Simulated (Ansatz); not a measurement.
# What a change does: single-point calculation on Ru

System: Ru (2 atoms in the cell).
Method of the first run: DFT PBE, scalar-relativistic, plane waves, PAW, PAW set soft_1, no spin polarisation (Ansatz 0.2.0).

The structure derives from an entry of the Crystallography Open Database. Text and figures count atoms from 1; the logs count them from 0 in places.

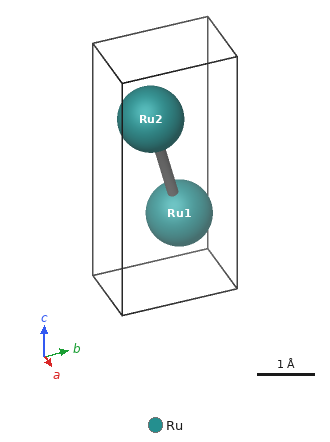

Figure 1. The structure as given in the input (ball-and-stick view of the cell of the calculation, seen slightly off an axis; atoms are numbered from 1 in the order of the input). An atom can appear more than once, as a periodic image.

**Input file, the first run**
```yaml
crystal:
  lattice:
    - [2.7197977386, 0.0, 0.0]
    - [-1.3598988693, 2.3554139348, 0.0]
    - [0.0, 0.0, 4.2966597852]
  atoms:
    - { symbol: Ru, position: [0.3333333333, 0.6666666667, 0.25] }
    - { symbol: Ru, position: [0.6666666667, 0.3333333333, 0.75] }
basis:
  ecutwfc: 420
kpoints:
  mp_grid: { grid: [21, 21, 12] }
hamiltonian:
  xc: pbe
  pseudopotentials: { kind: paw, azcp: { folder: soft_1 } }
scf:
  occupations: { method: gaussian, width: 0.15 }
output:
  forces: true
  stress: true
  eigenvalues: true
  write_density: true
  write_potential: true
  elf: true
  volumetric_format: npy
```

Launched with:
```bash
ansatz run input.yaml --threads 2 --pin off --max-ram 4096MiB --backend cpu --events-out ev --progress --plain --runs-dir out
```

Hardware: 2 threads of Intel Xeon @ 2.50GHz (Skylake/Cascade Lake), 64 GiB of memory available, shared host.

**Output, shortened to warnings, some set-up lines, iterations and results (the first run)**
```
Basis set: ecut = 420 eV, 537 PW (Γ), exchange–correlation on 40×40×60 points (8 copies of the dense FFT grid, shifted against one another)
Symmetry: 24 space group operations
k-points: 336 of 5292
Initial density: superposition of atomic densities (chi_scale 0.1, normalization cell)
[...]
SCF iter   1: F=—  HF=-11758.737204 eV  |F-HF|=—  |Δ(HF+E_count)|=         —  Δρ=1.22e-1  dr2=3.96e0  ethr=3.10e-3  ⟨swp⟩=4.9  Hψ=25913  notcnv=0
SCF iter   2: F=—  HF=-11757.821540 eV  |F-HF|=—  |Δ(HF+E_count)|=   9.16e-1  Δρ=6.59e-2  dr2=1.15e0  ethr=3.10e-3  ⟨swp⟩=2.4  Hψ=13814  notcnv=0  defer=49
SCF iter   3: F=—  HF=-11757.474818 eV  |F-HF|=—  |Δ(HF+E_count)|=   3.47e-1  Δρ=4.24e-3  dr2=2.22e-3  ethr=3.10e-3  ⟨swp⟩=2.0  Hψ=10601  notcnv=0  defer=49
SCF iter   4: F=—  HF=-11757.476075 eV  |F-HF|=—  |Δ(HF+E_count)|=   1.26e-3  Δρ=3.53e-4  dr2=7.22e-6  ethr=6.94e-6  ⟨swp⟩=2.6  Hψ=14765  notcnv=0  defer=39
SCF iter   5: F=—  HF=-11757.476063 eV  |F-HF|=—  |Δ(HF+E_count)|=   1.18e-5  Δρ=1.44e-4  dr2=4.05e-6  ethr=2.26e-8  ⟨swp⟩=2.0  Hψ=12128  notcnv=0  defer=39
SCF iter   6: F=-11757.476061 eV  HF=-11757.476061 eV  |F-HF|=5.19e-8  |Δ(HF+E_count)|=   1.30e-6  Δρ=2.27e-5  dr2=7.05e-8  ethr=3.13e-10  ⟨swp⟩=6.9  Hψ=45858  notcnv=0
SCF 1 converged in 6 iterations: F = -11757.476061 eV  dr2 = 7.05e-8
SCF converged after 6 iterations
Free energy (F): -11757.476061 eV
Harris-Foulkes:  -11757.476061 eV  (|F-HF|=5.19e-8)
Internal energy: -11757.456038 eV  (E = F + TS)
E sigma→0 (E₀):  -11757.466050 eV
Entropy (-TS):   -0.020023 eV (-10.011 meV/atom)
Fermi energy:    22.947659 eV
--- Per-component energies (eV) ---
  E_band       = -123.593576
  E_kinetic    = 919.574088
  E_local      = -2567.969683  (includes V_loc(G=0)·N_el)
  E_nonlocal   = 824.846919
  E_hartree    = 850.819697
  E_xc         = -339.894030
  E_vxc        = -429.823549  (∫ρ·V_xc dr)
  E_paw        = -7002.869934  (= ΣΔE_a)
  E_vpaw       = -571.856235  (= ΣTr[D̂ρ^β])
  E_aug_tail   = 0.001256  (compensation charges beyond the density's cutoff)
  E_ewald      = -4441.964351
  E_smearing   = -0.020023  (= −TS)
  E_closure    = 0.000000  (closes the sum)
  Σ components = -11757.476061   (vs F -11757.476061, Δ=0.00e0)
--- Forces (eV/Å), atoms counted from 1 ---
  atom   1  Ru    -0.00000000     0.00000000     0.00000000
  atom   2  Ru     0.00000000    -0.00000000     0.00000000
  max |Σ_I F_I| component: 4.63e-18 eV/Å
--- Stress (GPa, compression-positive) ---
        0.289836       0.000000       0.000000
       -0.000000       0.289836       0.000000
        0.000000       0.000000      -0.345469
  P = ⅓ Tr σ = 0.0781 GPa (0.781 kbar)
```

The input of the second run differs as follows (lines with − go, lines with + come):
```diff
+  n_extra_bands: 32
-  write_density: true
-  write_potential: true
-  elf: true
-  volumetric_format: npy
```

What does this change do to the results?

Both reach the same energy, so the change doesn't alter the result. The SCF takes 7 iterations against 6. On the same kind of shared host the second run took about 1.9 times as long.

**Output, shortened to warnings, some set-up lines, iterations and results (the second run)**
```
Basis set: ecut = 420 eV, 537 PW (Γ), exchange–correlation on 40×40×60 points (8 copies of the dense FFT grid, shifted against one another)
Symmetry: 24 space group operations
k-points: 336 of 5292
Initial density: superposition of atomic densities (chi_scale 0.1, normalization cell)
[...]
SCF iter   1: F=—  HF=-11758.738247 eV  |F-HF|=—  |Δ(HF+E_count)|=         —  Δρ=1.22e-1  dr2=3.96e0  ethr=3.10e-3  ⟨swp⟩=5.0  Hψ=65623  notcnv=0  defer=5364
SCF iter   2: F=—  HF=-11757.893295 eV  |F-HF|=—  |Δ(HF+E_count)|=   8.45e-1  Δρ=7.16e-2  dr2=1.37e0  ethr=3.10e-3  ⟨swp⟩=2.0  Hψ=20823  notcnv=0  defer=8635
SCF iter   3: F=—  HF=-11757.475264 eV  |F-HF|=—  |Δ(HF+E_count)|=   4.18e-1  Δρ=4.07e-3  dr2=2.14e-3  ethr=3.10e-3  ⟨swp⟩=2.2  Hψ=12692  notcnv=0  defer=8635
SCF iter   4: F=—  HF=-11757.476082 eV  |F-HF|=—  |Δ(HF+E_count)|=   8.18e-4  Δρ=3.95e-4  dr2=1.38e-5  ethr=6.69e-6  ⟨swp⟩=2.5  Hψ=23049  notcnv=0  defer=8526
SCF iter   5: F=—  HF=-11757.476062 eV  |F-HF|=—  |Δ(HF+E_count)|=   1.91e-5  Δρ=1.44e-4  dr2=3.49e-6  ethr=4.31e-8  ⟨swp⟩=2.0  Hψ=13465  notcnv=0  defer=8526
SCF iter   6: F=—  HF=-11757.476062 eV  |F-HF|=—  |Δ(HF+E_count)|=   8.87e-7  Δρ=4.67e-5  dr2=4.69e-7  ethr=1.09e-8  ⟨swp⟩=2.0  Hψ=12203  notcnv=0  defer=8526
SCF iter   7: F=-11757.476061 eV  HF=-11757.476061 eV  |F-HF|=5.63e-9  |Δ(HF+E_count)|=   1.61e-7  Δρ=5.88e-6  dr2=6.64e-9  ethr=3.13e-10  ⟨swp⟩=10.9  Hψ=97897  notcnv=0
SCF 1 converged in 7 iterations: F = -11757.476061 eV  dr2 = 6.64e-9
SCF converged after 7 iterations
Free energy (F): -11757.476061 eV
Harris-Foulkes:  -11757.476061 eV  (|F-HF|=5.63e-9)
Internal energy: -11757.456038 eV  (E = F + TS)
E sigma→0 (E₀):  -11757.466050 eV
Entropy (-TS):   -0.020024 eV (-10.012 meV/atom)
Fermi energy:    22.947674 eV
--- Per-component energies (eV) ---
  E_band       = -123.593320
  E_kinetic    = 919.573923
  E_local      = -2567.968576  (includes V_loc(G=0)·N_el)
  E_nonlocal   = 824.846387
  E_hartree    = 850.819061
  E_xc         = -339.894067
  E_vxc        = -429.823600  (∫ρ·V_xc dr)
  E_paw        = -7002.869670  (= ΣΔE_a)
  E_vpaw       = -571.856144  (= ΣTr[D̂ρ^β])
  E_aug_tail   = 0.001256  (compensation charges beyond the density's cutoff)
  E_ewald      = -4441.964351
  E_smearing   = -0.020024  (= −TS)
  E_closure    = 0.000000  (closes the sum)
  Σ components = -11757.476061   (vs F -11757.476061, Δ=0.00e0)
--- Forces (eV/Å), atoms counted from 1 ---
  atom   1  Ru     0.00000000     0.00000000     0.00000000
  atom   2  Ru    -0.00000000    -0.00000000     0.00000000
  max |Σ_I F_I| component: 6.94e-18 eV/Å
--- Stress (GPa, compression-positive) ---
        0.289926      -0.000000       0.000000
        0.000000       0.289926       0.000000
        0.000000       0.000000      -0.345389
  P = ⅓ Tr σ = 0.0782 GPa (0.782 kbar)
```

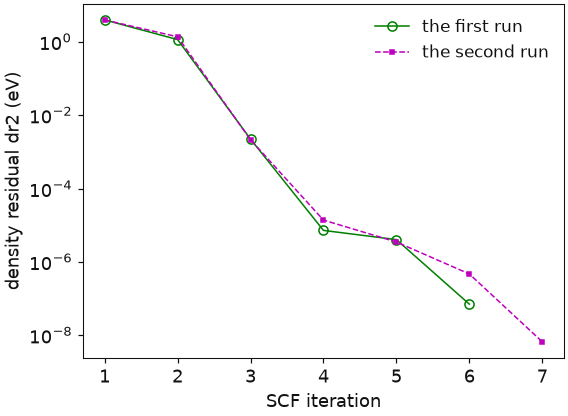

Figure 2. Convergence of the two runs: density residual dr2 against the SCF iteration. The first run takes 6 iterations in all, and the second run takes 7.

**The two runs side by side**

| quantity | the first run | the second run |
| --- | --- | --- |
| outcome | converged | converged |
| free energy per atom (eV) | −5878.7380 | −5878.7380 |
| energy per atom, smearing taken to zero (eV) | −5878.7330 | −5878.7330 |
| gap on the mesh (eV) | 0.00 | 0.00 |
| pressure (GPa) | 0.08 | 0.08 |
| largest force (eV/Å) | 0.000 | 0.000 |
| SCF iterations | 6 | 7 |
| irreducible k-points | 336 | 336 |
| plane waves at Γ | 537 | 537 |
| wall time (shared host) | 6.5 s | 12 s |
